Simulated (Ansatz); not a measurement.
Run report: Ge, geometry relaxation

The run: geometry relaxation of Ge (Fd-3m, 2 atoms in the cell). Method and program: DFT LDA, scalar-relativistic, plane waves, PAW, PAW set soft_1, no spin polarisation (Ansatz 0.2.0).

The structure derives from an entry of the Crystallography Open Database. Figures and captions count atoms from 1; the log counts them from 0 in places.

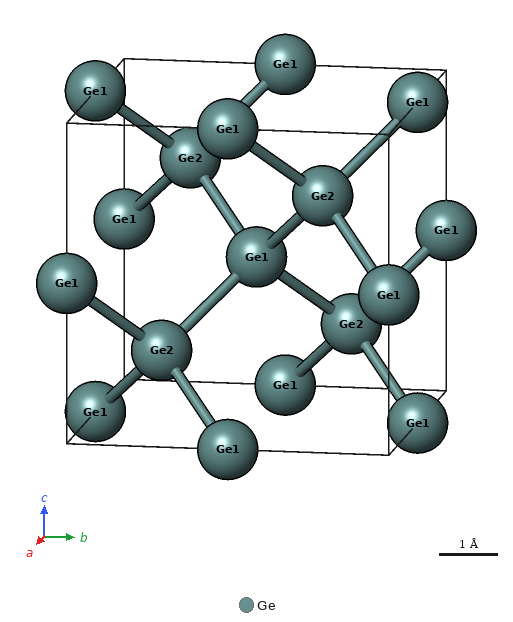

**Figure 1.** The input geometry (ball-and-stick view of the cell 4 times as large as that of the calculation, set on its symmetry axes, seen slightly off an axis; atoms are numbered from 1 in the order of the input). An atom can appear more than once, as a periodic image. Near neighbours in the periodic cell (some may lie outside the picture): Ge has 4 Ge at 2.45 Å.

## Summary

```json
{"quantity": "outcome", "value": "converged"}
{"quantity": "space group (tolerance 0.01 Å)", "value": "Fd-3m (227)"}
{"quantity": "electrons treated", "value": "28"}
{"quantity": "free energy", "value": "−8431.4546 eV"}
{"quantity": "Fermi energy", "value": "8.512 eV"}
{"quantity": "gap on the k-point mesh", "value": "none (metallic)"}
{"quantity": "pressure", "value": "0.01 GPa"}
{"quantity": "final volume", "value": "44.41 Å³"}
{"quantity": "largest force (length of the vector) at the end", "value": "under 0.001 eV/Å"}
{"quantity": "final cell", "value": "a = 3.975 Å, b = 3.975 Å, c = 3.975 Å, α = 60.00°, β = 60.00°, γ = 60.00°"}
{"quantity": "hardware", "value": "2 threads of Arm Neoverse V1, 24 GiB of memory available, shared host"}
{"quantity": "wall time", "value": "11 s (CPU time 21 s)"}
{"quantity": "peak memory", "value": "0.36 GiB"}
```

## Notes

Warnings of the run: the PAW datasets were made with another functional.

## Input
```yaml
crystal:
  lattice:
    - [0.0, 2.82877, 2.82877]
    - [2.82877, 0.0, 2.82877]
    - [2.82877, 2.82877, 0.0]
  atoms:
    - { symbol: Ge, position: [0.5, 0.5, 0.5] }
    - { symbol: Ge, position: [0.75, 0.75, 0.75] }
basis:
  ecutwfc: 420
kpoints:
  mp_grid: { grid: [14, 14, 14] }
hamiltonian:
  xc: lda
  pseudopotentials: { kind: paw, azcp: { folder: soft_1 } }
scf:
  occupations: { method: gaussian, width: 0.1 }
output:
  forces: true
  stress: true
  eigenvalues: true
  write_density: true
  write_potential: true
  elf: true
  volumetric_format: npy
relax:
  adjacent_minimum: "off"
  f_tol: 0.005
  max_steps: 80
  cell: { stress_tol: 0.05 }
```

Launch command:
```bash
ansatz run input.yaml --threads 2 --pin off --max-ram 6144MiB --backend cpu --events-out ev --progress --plain --runs-dir out
```

## Output
```
Warning: [file] the record states the generating functional pbe (its physics header spells it `PBE`), which answers neither for hamiltonian.xc's functional nor for the lda family's — results may be inconsistent (PPs are generated against a specific XC)
Engine: ansatz 0.2.0, aarch64-unknown-linux-gnu
Pseudopotentials: kind: paw
Pseudopotential: Ge, paw, valence charge 14, recommended cutoff 420 eV (normal), [file]
Functional definition: SPW92
  exchange = slater_x
  correlation = pw_c
Crystal: 2 atoms, lattice volume = 45.271 Å³
Basis set: ecut = 420 eV, 893 PW (Γ)
Bands: 18, of which v1, the nominal top of the filled ones, is band 14 counted from 1 (13 counted from 0)
Symmetry: 48 space group operations
Space group: Fd-3m (ITA 227), of the structure as read, at distance tolerance 3.6e-5 Å
k-points: 104 of 2744
Non-local potential: Ge, projectors of the file, l = 0: 2, l = 1: 2, l = 2: 3, l = 3: 1
PAW form: soft (Blöchl's): semilocal exchange-correlation on the pseudo side does not see the compensation charge
PAW frozen core: Ge, regenerated for the run's functional, and the local potential with it (the file was generated under x = pbe(κ = 0.804, μ = 0.2195149727645171), c = pbe(β = 0.06672455060314922))
PAW one-centre angular grid: Ge, 590 points (default); XC on 64 Gauss nodes
Initial density: superposition of atomic densities (chi_scale 0.1, normalization cell)
Initial wavefunctions: pseudopotential atomic-orbital guess
Functional: x = slater, c = lda
SCF iter   1: F=—  HF=-8431.583412 eV  |F-HF|=—  |Δ(HF+E_count)|=         —  Δρ=3.46e-2  dr2=4.97e-1  ethr=3.10e-3  ⟨swp⟩=5.6  Hψ=8832  notcnv=0
preconditioner: auto → none  [insulator: Δε(μ)=0.189 eV  Ē_g=23.401 eV  σ=0.100 eV  W_gap=0.71  n_scr=14 (ndim 8)  ℏωp=29.2 eV  f_vac=0.000  D(μ)=0.02/eV (n_scr^D=0)  ε∞_Penn≈2.6]
SCF iter   2: F=—  HF=-8431.465447 eV  |F-HF|=—  |Δ(HF+E_count)|=   1.18e-1  Δρ=1.57e-2  dr2=8.10e-2  ethr=1.77e-3  ⟨swp⟩=2.0  Hψ=3115  notcnv=0
SCF iter   3: F=—  HF=-8431.451041 eV  |F-HF|=—  |Δ(HF+E_count)|=   1.44e-2  Δρ=2.20e-3  dr2=5.59e-4  ethr=2.89e-4  ⟨swp⟩=2.0  Hψ=2703  notcnv=0
SCF iter   4: F=—  HF=-8431.451236 eV  |F-HF|=—  |Δ(HF+E_count)|=   1.95e-4  Δρ=4.87e-4  dr2=8.32e-5  ethr=2.00e-6  ⟨swp⟩=2.0  Hψ=3071  notcnv=0
SCF iter   5: F=—  HF=-8431.451013 eV  |F-HF|=—  |Δ(HF+E_count)|=   2.23e-4  Δρ=5.67e-5  dr2=7.63e-7  ethr=2.97e-7  ⟨swp⟩=2.0  Hψ=3331  notcnv=0
SCF iter   6: F=—  HF=-8431.451010 eV  |F-HF|=—  |Δ(HF+E_count)|=   3.09e-6  Δρ=3.70e-5  dr2=3.07e-7  ethr=3.57e-10  ⟨swp⟩=9.5  Hψ=16020  notcnv=0
SCF iter   7: F=-8431.451010 eV  HF=-8431.451010 eV  |F-HF|=1.15e-8  |Δ(HF+E_count)|=   3.22e-7  Δρ=4.72e-6  dr2=4.39e-9  ethr=3.57e-10  ⟨swp⟩=6.0  Hψ=11438  notcnv=0
SCF 1 converged in 7 iterations: F = -8431.451010 eV  dr2 = 4.39e-9
  greatest PAW one-centre occupation: 0.998 electrons in one spin orbital (limit 2), on the Ge atom at site 1 (counted from 0), in its partial waves of l = 2
relax step   1: F+E_penalty+E_count = -8431.45100992 eV  Δ(F+E_penalty+E_count) = +0.000e0 eV  max|allowed force component| = 1.966e-17 eV/Å  Δτ_max = 0.0000 Å  P = -1.306 GPa  Ω = 45.271 Å³  (7 SCF iters, dr2 threshold 1.00e-7 eV, accepted)
Crystal: 2 atoms, lattice volume = 44.577 Å³
Initial density: handed on by an earlier stage of this run
Initial wavefunctions: those handed on with the density
iter 1 solved again at ethr=1.24e-6 eV; its pass at ethr=3.10e-3 eV (dr2=3.48e-4 eV) is discarded
SCF iter   1: F=—  HF=-8431.454648 eV  |F-HF|=—  |Δ(HF+E_count)|=         —  Δρ=7.74e-4  dr2=3.28e-4  ethr=1.24e-6  ⟨swp⟩=2.0  Hψ=10737  notcnv=0
preconditioner: auto → Kerker (q_TF=auto, 2.525 Å⁻¹)  [metal: Δε(μ)=0.099 eV  Ē_g=23.562 eV  σ=0.100 eV  W_gap=0.48  n_scr=14 (ndim 8)  ℏωp=29.4 eV  f_vac=0.055  D(μ)=0.04/eV (n_scr^D=0)]
SCF iter   2: F=—  HF=-8431.454603 eV  |F-HF|=—  |Δ(HF+E_count)|=   4.53e-5  Δρ=5.22e-4  dr2=1.72e-4  ethr=1.17e-6  ⟨swp⟩=1.0  Hψ=1872  notcnv=0
SCF iter   3: F=—  HF=-8431.454566 eV  |F-HF|=—  |Δ(HF+E_count)|=   3.69e-5  Δρ=1.33e-4  dr2=1.41e-5  ethr=6.15e-7  ⟨swp⟩=2.3  Hψ=2266  notcnv=0
SCF iter   4: F=—  HF=-8431.454562 eV  |F-HF|=—  |Δ(HF+E_count)|=   3.96e-6  Δρ=8.42e-5  dr2=3.25e-6  ethr=5.05e-8  ⟨swp⟩=2.0  Hψ=3329  notcnv=0
SCF iter   5: F=-8431.454563 eV  HF=-8431.454563 eV  |F-HF|=1.03e-8  |Δ(HF+E_count)|=   7.91e-7  Δρ=1.36e-5  dr2=7.66e-8  ethr=7.14e-10  ⟨swp⟩=6.3  Hψ=12149  notcnv=0
SCF 2 converged in 5 iterations: F = -8431.454563 eV  dr2 = 7.66e-8
relax step   2: F+E_penalty+E_count = -8431.45456268 eV  Δ(F+E_penalty+E_count) = -3.553e-3 eV  max|allowed force component| = 1.850e-17 eV/Å  Δτ_max = 0.0000 Å  P = -0.257 GPa  Ω = 44.577 Å³  energy of the carried Pulay correction = +1.338e-4 eV  (5 SCF iters, dr2 threshold 2.00e-7 eV, accepted)
Crystal: 2 atoms, lattice volume = 44.410 Å³
iter 1 solved again at ethr=8.32e-8 eV; its pass at ethr=3.10e-3 eV (dr2=2.33e-5 eV) is discarded
SCF iter   1: F=—  HF=-8431.454730 eV  |F-HF|=—  |Δ(HF+E_count)|=         —  Δρ=1.91e-4  dr2=2.10e-5  ethr=8.32e-8  ⟨swp⟩=2.0  Hψ=10513  notcnv=0
preconditioner: auto → none  [insulator: Δε(μ)=0.108 eV  Ē_g=23.575 eV  σ=0.100 eV  W_gap=0.52  n_scr=14 (ndim 8)  ℏωp=29.5 eV  f_vac=0.058  D(μ)=0.04/eV (n_scr^D=0)  ε∞_Penn≈2.6]
SCF iter   2: F=—  HF=-8431.454725 eV  |F-HF|=—  |Δ(HF+E_count)|=   5.14e-6  Δρ=8.35e-5  dr2=3.15e-6  ethr=7.52e-8  ⟨swp⟩=1.7  Hψ=1993  notcnv=0
SCF iter   3: F=-8431.454725 eV  HF=-8431.454725 eV  |F-HF|=1.03e-7  |Δ(HF+E_count)|=   3.60e-7  Δρ=2.13e-5  dr2=6.34e-8  ethr=5.88e-10  ⟨swp⟩=6.2  Hψ=12134  notcnv=0
SCF 3 converged in 3 iterations: F = -8431.454725 eV  dr2 = 6.34e-8
relax step   3: F+E_penalty+E_count = -8431.45472465 eV  Δ(F+E_penalty+E_count) = -1.620e-4 eV  max|allowed force component| = 4.163e-17 eV/Å  Δτ_max = 0.0000 Å  P = +0.009 GPa  Ω = 44.410 Å³  energy of the carried Pulay correction = +1.663e-4 eV  (3 SCF iters, dr2 threshold 1.65e-7 eV, accepted)
Initial wavefunctions: pseudopotential atomic-orbital guess (no wavefunctions were taken with the density)
iter 1 solved again at ethr=2.02e-7 eV; its pass at ethr=3.10e-3 eV (dr2=5.66e-5 eV) is discarded
SCF iter   1: F=—  HF=-8431.454557 eV  |F-HF|=—  |Δ(HF+E_count)|=         —  Δρ=2.23e-5  dr2=4.94e-8  ethr=2.02e-7  ⟨swp⟩=2.4  Hψ=12985  notcnv=0
preconditioner: auto → none  [insulator: Δε(μ)=0.107 eV  Ē_g=23.574 eV  σ=0.100 eV  W_gap=0.52  n_scr=14 (ndim 8)  ℏωp=29.5 eV  f_vac=0.059  D(μ)=0.04/eV (n_scr^D=0)  ε∞_Penn≈2.6]
SCF iter   2: F=—  HF=-8431.454558 eV  |F-HF|=—  |Δ(HF+E_count)|=   8.52e-7  Δρ=1.03e-5  dr2=2.17e-8  ethr=1.76e-10  ⟨swp⟩=2.0  Hψ=3333  notcnv=0
SCF iter   3: F=—  HF=-8431.454558 eV  |F-HF|=—  |Δ(HF+E_count)|=   2.54e-9  Δρ=4.64e-6  dr2=3.08e-9  ethr=7.76e-11  ⟨swp⟩=2.8  Hψ=3507  notcnv=0
SCF iter   4: F=—  HF=-8431.454558 eV  |F-HF|=—  |Δ(HF+E_count)|=  5.24e-10  Δρ=4.36e-7  dr2=3.31e-11  ethr=1.10e-11  ⟨swp⟩=2.8  Hψ=3461  notcnv=0
SCF iter   5: F=-8431.454558 eV  HF=-8431.454558 eV  |F-HF|=1.82e-12  |Δ(HF+E_count)|=  1.46e-11  Δρ=3.65e-8  dr2=2.00e-13  ethr=1.00e-12  ⟨swp⟩=5.0  Hψ=7054  notcnv=0
SCF 4 converged in 5 iterations: F = -8431.454558 eV  dr2 = 2.00e-13
relax step   4: F+E_penalty+E_count = -8431.45455761 eV  Δ(F+E_penalty+E_count) = +1.670e-4 eV  max|allowed force component| = 3.701e-17 eV/Å  Δτ_max = 0.0000 Å  P = +0.008 GPa  Ω = 44.410 Å³  stress off target by 7.91e-3 GPa  SCF on the basis re-selected at this cell (its energy is not comparable with the rows above)  (5 SCF iters)
```

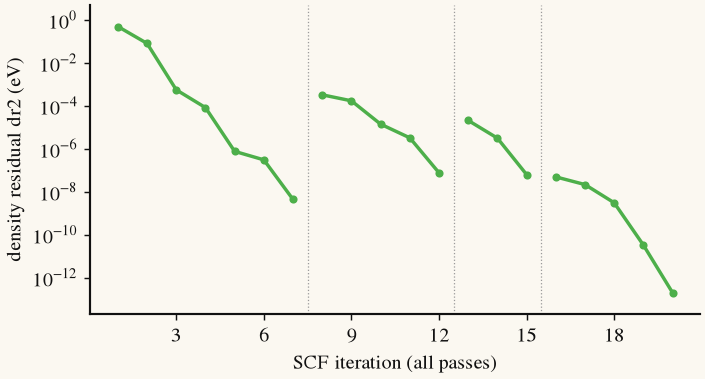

**Figure 2.** Convergence of the self-consistent field: density residual dr2 against the SCF iteration. The dotted lines part the SCF passes of the relaxation: geometry steps, rejected trials and re-solves on a re-selected basis. The passes take 7, 5, 3 and 5 iterations.

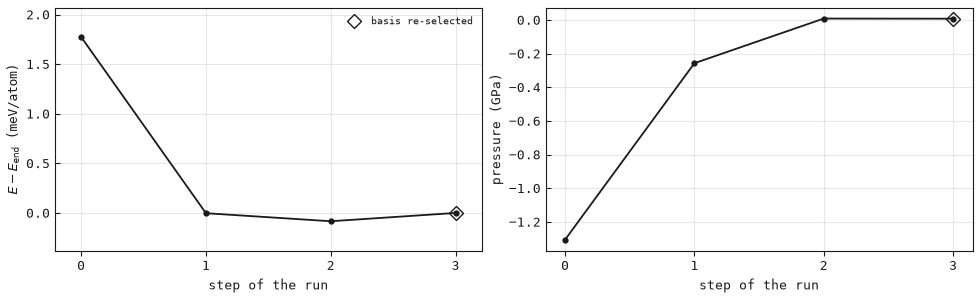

**Figure 3.** Progress of the relaxation, step by step (the first geometry is step 0 here and step 1 in the log).

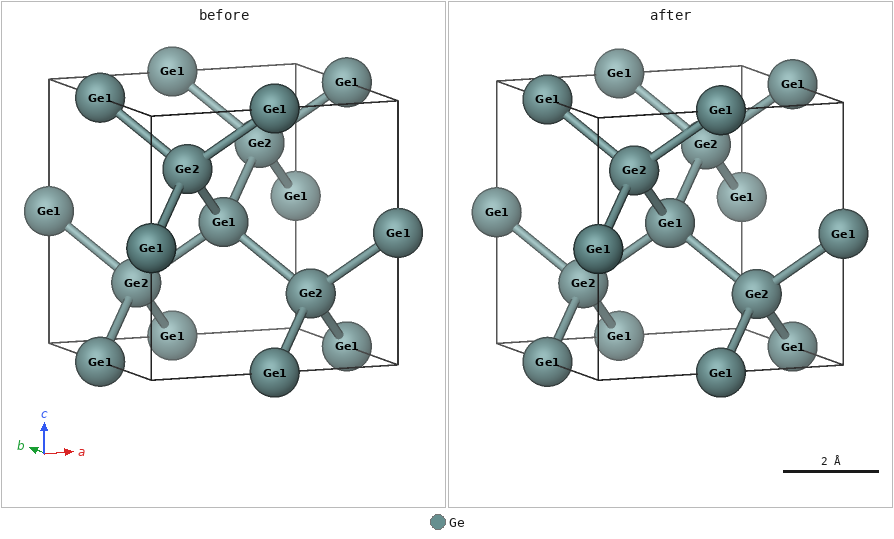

**Figure 4.** Before (left) and after (right) the relaxation, at one scale (ball-and-stick view of the cell 4 times as large as that of the calculation, set on its symmetry axes, seen slightly off an axis). After 2 geometry steps the energy has fallen by 1.9 meV per atom. All forces vanish by symmetry, so only the cell relaxes. Pressure: −1.31 GPa at the start and 0.01 GPa at the end. The atoms keep their places relative to the cell (all moves are under 0.005 Å). The volume changes by −1.9 %, with a = b = c 5.658 → 5.621 Å (−0.6 %). Distances before and after: Ge1–Ge2 2.450 → 2.434 Å. The space group stays Fd-3m (No. 227). A last SCF at the same geometry on a re-selected plane-wave basis shifts the energy by +0.1 meV per atom. (Atoms are counted from 1 in the order of the input.)

```
basis re-selected at this cell: Δ(F+E_penalty+E_count) = +1.670e-4 eV, ΔP = -0.001 GPa vs the last step (what re-selecting the basis moved, of the pressure what is left beyond the Pulay correction that the steps carried, after the strain that the cell walked since its last selection, with what the two solves' SCF thresholds leave and, on support functions, any second-order correction that the steps lacked; it is no measure of the basis error at this ecutwfc). This SCF's stress stands 7.91e-3 GPa from its target on what of the cell is left free (relax.cell.stress_tol is 5.00e-2 GPa) and its largest allowed force component is 3.70e-17 eV/Å (relax.f_tol is 5.00e-3 eV/Å): within both
SCF converged after 5 iterations
Free energy (F): -8431.454558 eV
Harris-Foulkes:  -8431.454558 eV  (|F-HF|=1.82e-12)
Internal energy: -8431.454346 eV  (E = F + TS)
E sigma→0 (E₀):  -8431.454452 eV
Entropy (-TS):   -0.000211 eV (-0.106 meV/atom)
Fermi energy:    8.511977 eV
--- Per-component energies (eV) ---
  E_band       = -305.035888
  E_kinetic    = 187.155304
  E_local      = -4483.570405  (includes V_loc(G=0)·N_el)
  E_nonlocal   = 442.109603
  E_hartree    = 2135.897393
  E_xc         = -143.191272
  E_vxc        = -131.725106  (∫ρ·V_xc dr)
  E_paw        = -3869.139426  (= ΣΔE_a)
  E_vpaw       = -590.800072  (= ΣTr[D̂ρ^β])
  E_aug_tail   = 0.000030  (compensation charges beyond the density's cutoff)
  E_ewald      = -2704.532227
  E_core_change = 3.816653  (= ΣΔE_core)
  E_smearing   = -0.000211  (= −TS)
  E_closure    = 0.000000  (closes the sum)
  Σ components = -8431.454558   (vs F -8431.454558, Δ=0.00e0)
--- Forces (eV/Å), atoms counted from 1 ---
  atom   1  Ge    -0.00000000    -0.00000000    -0.00000000
  atom   2  Ge    -0.00000000     0.00000000    -0.00000000
  max |Σ_I F_I| component: 1.11e-16 eV/Å
--- Stress (GPa, compression-positive) ---
        0.007908      -0.000000      -0.000000
       -0.000000       0.007908       0.000000
       -0.000000      -0.000000       0.007908
  P = ⅓ Tr σ = 0.0079 GPa (0.079 kbar)
--- Band table (eV; the first three rows and the last of 104) ---
  k-point 0: bands = ["-16.4916", "-16.4916", "-16.4916", "-16.4543", "-16.4543", "-16.2322", "-16.2322", "-16.2322", "-16.2185", "-16.2185", "-4.4755", "8.4767", "8.4858", "8.4858", "8.4858", "11.0224", "11.0224", "11.0224"]
  k-point 1: bands = ["-16.4951", "-16.4951", "-16.4907", "-16.4496", "-16.4496", "-16.2380", "-16.2380", "-16.2333", "-16.2134", "-16.2134", "-4.4121", "7.1505", "8.3562", "8.3562", "9.3625", "11.1943", "11.1943", "11.3005"]
  k-point 2: bands = ["-16.5019", "-16.5019", "-16.4882", "-16.4396", "-16.4396", "-16.2473", "-16.2473", "-16.2362", "-16.2058", "-16.2058", "-4.2234", "5.7292", "8.0610", "8.0610", "9.4592", "11.5857", "11.5857", "12.2359"]
  k-point 103: bands = ["-16.5410", "-16.5410", "-16.3960", "-16.3960", "-16.3406", "-16.3406", "-16.3061", "-16.3061", "-16.1625", "-16.1625", "-0.4280", "-0.4280", "4.5127", "4.5127", "12.1310", "12.1310", "13.8650", "13.8650"]
--- Relaxed structure (3 steps of the walk, 3 accepted, 1 SCFs on fresh bases) ---
  F+E_penalty+E_count = -8431.45455761 eV   max|allowed force component| = 3.701e-17 eV/Å   (the final SCF, on the basis selected at the relaxed cell)
  cell:  # Å, volume = 44.4098 Å³
    - [-7.260905146876216e-34, 2.810712392671893, 2.810712392671893]
    - [2.810712392671893, 1.6360921136875684e-33, 2.810712392671893]
    - [2.810712392671893, 2.810712392671893, 1.0373858998223366e-33]
  atoms:
    - { symbol: Ge, position: [0.49999999999999994, 0.49999999999999994, 0.49999999999999994] }
    - { symbol: Ge, position: [0.7499999999999999, 0.7499999999999999, 0.7499999999999999] }
```

## Trajectory as extended XYZ (Å, eV, eV/Å), 4 frames, from step=1 to step=4
```
2
Lattice="0.0000 2.8288 2.8288 2.8288 0.0000 2.8288 2.8288 2.8288 0.0000" Properties=species:S:1:pos:R:3:forces:R:3 step=1 energy=-8431.45101 pressure_GPa=-1.31
Ge    2.8288    2.8288    2.8288    0.0000   0.0000   0.0000
Ge    4.2432    4.2432    4.2432    0.0000   0.0000   0.0000
2
Lattice="0.0000 2.8142 2.8142 2.8142 0.0000 2.8142 2.8142 2.8142 0.0000" Properties=species:S:1:pos:R:3:forces:R:3 step=2 energy=-8431.45456 pressure_GPa=-0.26
Ge    2.8142    2.8142    2.8142    0.0000   0.0000   0.0000
Ge    4.2213    4.2213    4.2213    0.0000   0.0000   0.0000
2
Lattice="0.0000 2.8107 2.8107 2.8107 0.0000 2.8107 2.8107 2.8107 0.0000" Properties=species:S:1:pos:R:3:forces:R:3 step=3 energy=-8431.45472 pressure_GPa=0.01
Ge    2.8107    2.8107    2.8107    0.0000   0.0000   0.0000
Ge    4.2161    4.2161    4.2161    0.0000   0.0000   0.0000
2
Lattice="0.0000 2.8107 2.8107 2.8107 0.0000 2.8107 2.8107 2.8107 0.0000" Properties=species:S:1:pos:R:3:forces:R:3 step=4 energy=-8431.45456 pressure_GPa=0.01
Ge    2.8107    2.8107    2.8107    0.0000   0.0000   0.0000
Ge    4.2161    4.2161    4.2161    0.0000   0.0000   0.0000
```

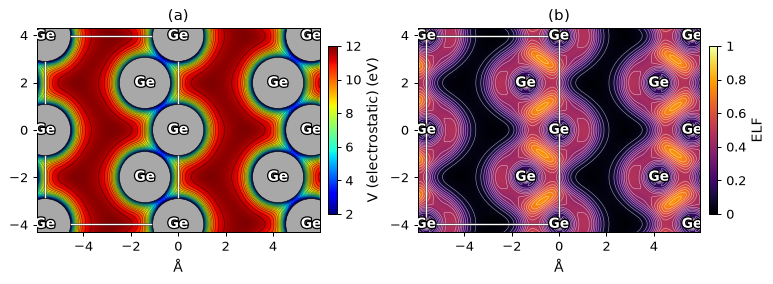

**Figure 5.** (a) electrostatic potential energy of an electron; (b) ELF on the (101) plane of the conventional cell. Grey discs, where drawn, cover atomic cores. The section cuts through Ge sites. Ge–Ge (2.43 Å): the ELF peaks at about 0.75 between the atoms, which marks a shared electron pair. The strong features right at Ge lie inside the PAW spheres (semicore, d or f shells) and say nothing about bonding. Outside the cores the potential energy rises away from the atoms and is highest about 2.4 Å from the nearest atoms; outside the discs it spans about 10 eV, and its zero is arbitrary. In a PAW calculation such maps are meaningful between the atoms, not at the nuclei.

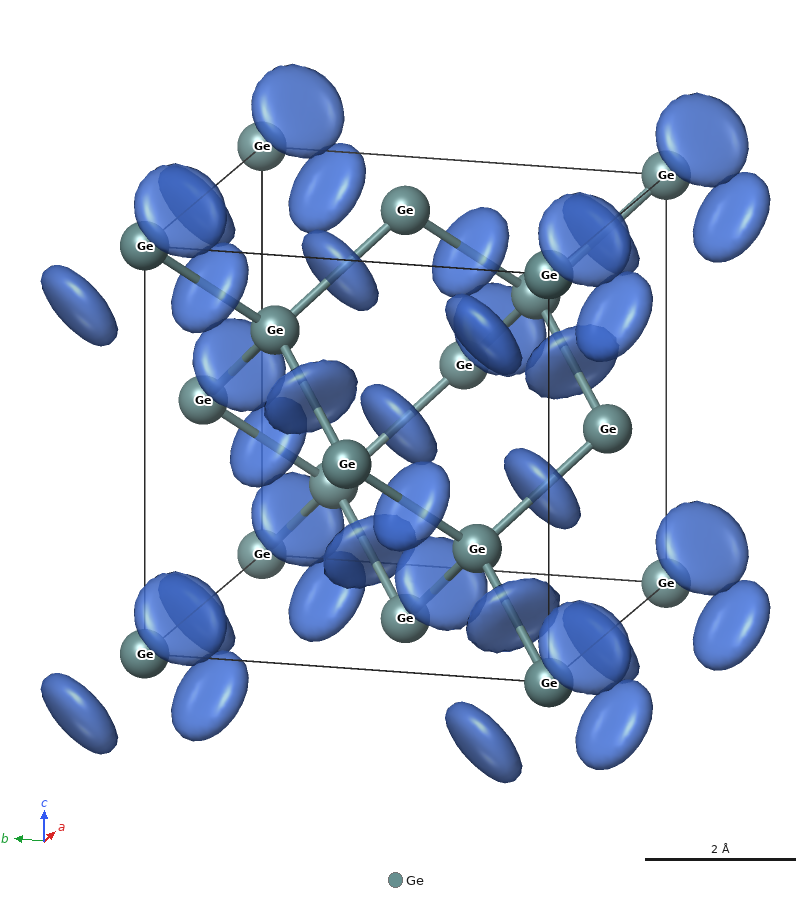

**Figure 6.** Isosurface of the ELF at 0.65 (blue), seen at an oblique angle. Core shells and regions of very low density are left out. Sticks mark near contacts. The outline is the cell set on symmetry axes. The ELF exceeds this value in 16 regions between bonded Ge–Ge atoms (shared pairs), counted in one cell of 8 atoms.  Values along the shortest contacts:
